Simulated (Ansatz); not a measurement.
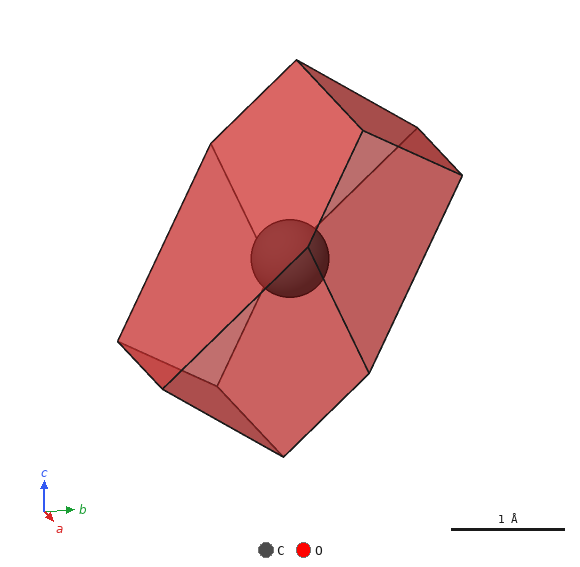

Voronoi–Dirichlet polyhedron, computed geometrically; every face belongs to one neighbour and no atomic radii are used. Central atom: C (4a) in CO2; faces take the colour of the neighbour behind them. Origin: the geometry relaxed at fixed volume with DFT r2SCAN, scalar-relativistic, plane waves, PAW (Ansatz 0.2.0).

CO2, space group Cmce (No. 64), a = 5.339 Å, b = 4.806 Å, c = 6.435 Å, α = 90.00°, β = 90.00°, γ = 90.00°

```csv
site,Wyckoff,x,y,z
C,4a,0.0000,0.0000,0.0000
O,8f,0.5000,0.6949,0.8937
```

### Which neighbours share a face with the central atom?

8 O (100 % of the solid angle).

### How many faces does the cell have, and of which kinds?

8 faces, index ⟨0,6,0,2⟩: topologically a hexagonal prism.

### What is the volume of this Voronoi cell?

9.7 Å³, against a mean of 13.8 Å³ per atom in this structure.
